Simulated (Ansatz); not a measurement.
Run report: NbH2, phonon calculation

NbH2 (3 atoms in the cell), computed with DFT PBEsol, scalar-relativistic, plane waves, PAW, no spin polarisation (Ansatz 0.2.0).

The structure derives from an entry of the Crystallography Open Database. It belongs to a series of runs on one base structure; here: phonons at volume × 1.02.

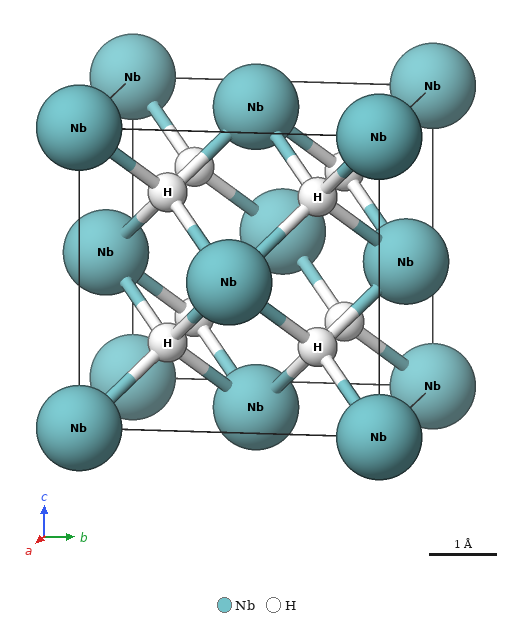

*The structure as given in the input (ball-and-stick view of the cell 4 times as large as that of the calculation, set on its symmetry axes, seen slightly off an axis). An atom can appear more than once, as a periodic image.*

Near neighbours in the periodic cell (some may lie outside the picture): Nb has 8 H at 1.97 Å; H has 4 Nb at 1.97 Å.

**The input**
```yaml
crystal:
  lattice:
    - [0.0, 2.2752893379, 2.2752893379]
    - [2.2752893379, 0.0, 2.2752893379]
    - [2.2752893379, 2.2752893379, 0.0]
  atoms:
    - { symbol: Nb, position: [0.0, 0.0, 0.0] }
    - { symbol: H, position: [0.25, 0.25, 0.25] }
    - { symbol: H, position: [0.75, 0.75, 0.75] }
basis:
  ecutwfc: 420
kpoints:
  mp_grid: { grid: [16, 16, 16] }
hamiltonian:
  xc: pbesol
scf:
  occupations: { method: fermi_dirac, width: 0.15 }
output:
  eigenvalues: true
phonons:
  method: dfpt
  eigenvectors: true
```

Launched with:
```bash
ansatz run input.yaml --threads 1 --pin off --max-ram 3072MiB --backend cpu --events-out ev --progress --plain --runs-dir out
```

**The program's output**
```
zone centre: on kpoints.mp_grid the ground state, and the responses unless they are solved on pairs of k-points, stand on 349 of the mesh's 4096 k-points, reduced under 8 symmetry operations, with k and −k counted as one. Each operation leaves every solved displacement unchanged or reverses it
Engine: ansatz 0.2.0, aarch64-unknown-linux-gnu
Pseudopotentials: kind: paw
Pseudopotential: Nb, paw, valence charge 13, recommended cutoff 420 eV (normal), Nb.paw.azcp
Pseudopotential: H, paw, valence charge 1, recommended cutoff 420 eV (normal), H.paw.azcp
Functional definition: PBEsol
  exchange = pbesol_x
  correlation = pbesol_c
Crystal: 3 atoms, lattice volume = 23.558 Å³
Basis set: ecut = 420 eV, 459 PW (Γ), exchange–correlation on 48×48×48 points (8 copies of the dense FFT grid, shifted against one another)
Bands: 12, of which v1, the nominal top of the filled ones, is band 8 counted from 1 (7 counted from 0)
Symmetry: 48 space group operations
k-points: 349 of 4096 (irreducible under 8 space group operations, time reversal used)
Non-local potential: Nb, projectors of the file, l = 0: 3, l = 1: 2, l = 2: 2, l = 3: 1
Non-local potential: H, projectors of the file, l = 0: 2, l = 1: 1
PAW form: soft (Blöchl's): semilocal exchange-correlation on the pseudo side does not see the compensation charge
PAW frozen core: Nb, regenerated for the run's functional, and the local potential with it (the file was generated under x = pbe(κ = 0.804, μ = 0.2195149727645171), c = pbe(β = 0.06672455060314922))
PAW one-centre angular grid: Nb, 590 points (default); XC on 64 Gauss nodes
PAW one-centre angular grid: H, 110 points (default); XC on 64 Gauss nodes
Initial density: superposition of atomic densities (neutral atoms: chi_scale 0, normalization atom), corrected by the library's trained network
Initial wavefunctions: pseudopotential atomic-orbital guess
Functional: x = pbesol(κ = 0.804, μ = 0.12345679012345678), c = pbesol(β = 0.046)
SCF iter   1: F=—  HF=-4527.736708 eV  |F-HF|=—  |Δ(HF+E_count)|=         —  Δρ=7.69e-3  dr2=8.93e-3  ethr=1.77e-3  ⟨swp⟩=5.0  Hψ=22110  notcnv=0
preconditioner: auto → none  [metal: Δε(μ)=0.062 eV  Ē_g=8.798 eV  σ=0.150 eV  W_gap=0.10  n_scr=8 (ndim 8)  ℏωp=20.2 eV  f_vac=0.000  D(μ)=1.04/eV (n_scr^D=14)  sad-step TF]
SCF iter   2: F=—  HF=-4527.734893 eV  |F-HF|=—  |Δ(HF+E_count)|=   1.82e-3  Δρ=4.17e-3  dr2=2.83e-3  ethr=5.95e-5  ⟨swp⟩=1.0  Hψ=6980  notcnv=0
SCF iter   3: F=—  HF=-4527.734020 eV  |F-HF|=—  |Δ(HF+E_count)|=   8.73e-4  Δρ=2.73e-4  dr2=1.40e-5  ethr=1.89e-5  ⟨swp⟩=2.0  Hψ=4739  notcnv=0
SCF iter   4: F=—  HF=-4527.734017 eV  |F-HF|=—  |Δ(HF+E_count)|=   3.16e-6  Δρ=1.37e-4  dr2=3.08e-6  ethr=9.35e-8  ⟨swp⟩=2.2  Hψ=6592  notcnv=0
SCF iter   5: F=—  HF=-4527.734017 eV  |F-HF|=—  |Δ(HF+E_count)|=   1.06e-7  Δρ=3.67e-5  dr2=1.52e-7  ethr=2.05e-8  ⟨swp⟩=2.9  Hψ=7060  notcnv=0
SCF iter   6: F=—  HF=-4527.734017 eV  |F-HF|=—  |Δ(HF+E_count)|=   1.08e-7  Δρ=9.63e-6  dr2=7.96e-9  ethr=1.02e-9  ⟨swp⟩=2.1  Hψ=4891  notcnv=0
SCF iter   7: F=—  HF=-4527.734017 eV  |F-HF|=—  |Δ(HF+E_count)|=   1.48e-9  Δρ=1.06e-6  dr2=1.05e-10  ethr=5.31e-11  ⟨swp⟩=2.0  Hψ=6477  notcnv=0
SCF iter   8: F=-4527.734017 eV  HF=-4527.734017 eV  |F-HF|=9.09e-13  |Δ(HF+E_count)|=  1.18e-11  Δρ=4.58e-8  dr2=2.40e-13  ethr=1.00e-12  ⟨swp⟩=5.4  Hψ=15685  notcnv=0
SCF 1 converged in 8 iterations: F = -4527.734017 eV  dr2 = 2.40e-13
  greatest PAW one-centre occupation: 0.997 electrons in one spin orbital (limit 2), on the Nb atom at site 0 (counted from 0), in its partial waves of l = 0
```

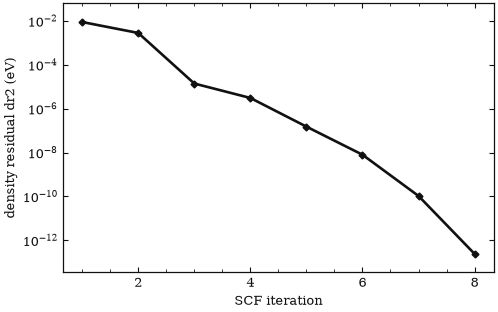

*Convergence of the self-consistent field: density residual dr2 against the SCF iteration.*

The residual falls at every step.

```
DFPT response loops at Γ: preconditioner auto → Kerker (q_TF=auto, 2.531 Å⁻¹) (partly filled bands, converged f_vac=0.000); β = 1.00, the filter's whole step (`scf.mixing.beta` (0.50) is not read by the response loops under this deck's `scf.mixing.preconditioner`; to damp them name `kerker` or `kerker_dos`, under which they read `scf.mixing.beta`, and type it under 1.00, their step now; both keys bind the ground state too); Broyden in place of MSR1
SCF converged after 8 iterations
Free energy (F): -4527.734017 eV
Harris-Foulkes:  -4527.734017 eV  (|F-HF|=9.09e-13)
Internal energy: -4527.656092 eV  (E = F + TS)
E sigma→0 (E₀):  -4527.695055 eV
Entropy (-TS):   -0.077925 eV (-25.975 meV/atom)
Fermi energy:    15.143573 eV
--- Per-component energies (eV) ---
  E_band       = -103.315838
  E_kinetic    = 423.182520
  E_local      = -802.897342  (includes V_loc(G=0)·N_el)
  E_nonlocal   = 124.055771
  E_hartree    = 249.428558
  E_xc         = -193.108211
  E_vxc        = -236.868951  (∫ρ·V_xc dr)
  E_paw        = -3018.632377  (= ΣΔE_a)
  E_vpaw       = -109.642540  (= ΣTr[D̂ρ^β])
  E_aug_tail   = -0.002419  (compensation charges beyond the density's cutoff)
  E_ewald      = -1309.871302
  E_core_change = 0.188709  (= ΣΔE_core)
  E_smearing   = -0.077925  (= −TS)
  E_closure    = 0.000000  (closes the sum)
  Σ components = -4527.734017   (vs F -4527.734017, Δ=0.00e0)
--- Band table (eV; the first three rows and the last of 349) ---
  k-point 0: bands = ["-40.1177", "-15.9175", "-15.9175", "-15.9175", "4.4502", "13.7897", "13.7897", "13.7897", "14.0885", "16.4467", "16.4467", "27.5051"]
  k-point 1: bands = ["-40.1143", "-15.9460", "-15.9210", "-15.9210", "4.5589", "12.6910", "13.8455", "13.8455", "15.3193", "16.3989", "16.3989", "26.4332"]
  k-point 2: bands = ["-40.1048", "-16.0265", "-15.9307", "-15.9307", "4.8709", "11.6248", "13.9911", "13.9911", "16.2946", "16.2946", "16.7662", "25.1924"]
  k-point 348: bands = ["-39.9992", "-16.3864", "-16.3864", "-16.1615", "8.7546", "8.7546", "11.9600", "15.4887", "18.0826", "20.0837", "20.0837", "21.6686"]
--- Phonons (Γ-DFPT): 2 representative perturbations + reference, on 349 of 4096 k-points (Σ response iterations 6) ---
  k mesh reduced under 8 symmetry operations, with k and −k counted as one. Each operation leaves every solved displacement unchanged or reverses it
  ASR residual: 1.383e-3 → 0.000e0 eV/Å²; symmetrization residual: 4.767e-7 eV/Å²
  ASR residual per site (eV/Å²): 1.38e-3 1.33e-5 1.33e-5
  Γ frequencies (cm⁻¹): 0.00 0.00 0.00 1078.01 1078.01 1078.01 1264.54 1264.54 1264.54
  non-analytic LO–TO correction: not included (Born effective charges unavailable; polar crystals: no LO–TO splitting at Γ)
```

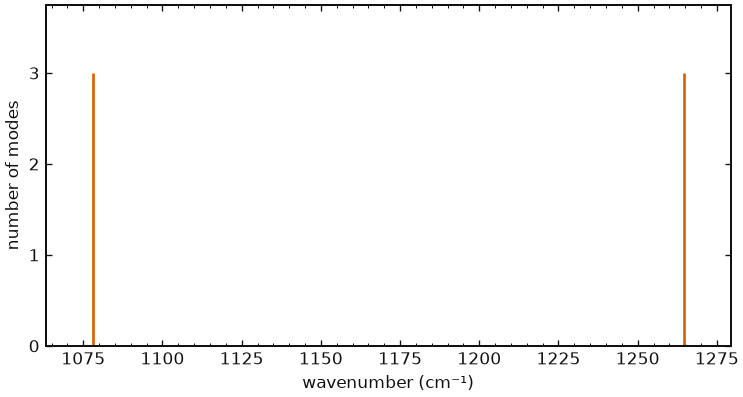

*Optical phonons at the zone centre (no LO–TO term); neighbouring modes closer than 3 cm⁻¹ are counted in one stick.*

6 modes from 1078 to 1265 cm⁻¹, none imaginary.

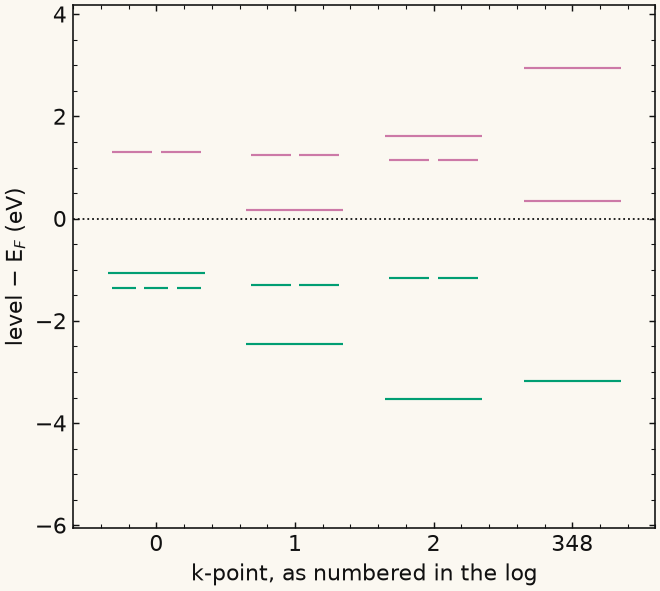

*Kohn–Sham levels near the Fermi level (dotted) at the few k-points that the log prints; levels within 0.02 eV of each other stand side by side.*

The system is metallic on the full mesh.

**Key numbers**

| quantity | value |
| --- | --- |
| outcome | converged |
| space group (tolerance 0.01 Å) | Fm-3m (225) |
| electrons treated | 15 |
| free energy | −4527.7340 eV |
| Fermi energy | 15.144 eV |
| gap on the k-point mesh | none (metallic) |
| hardware | 1 thread of Arm Neoverse V1, 24 GiB of memory available, shared host |
| wall time | 26 s |
| peak memory | 0.55 GiB |

Results for this metal are sensitive to the k-point mesh.
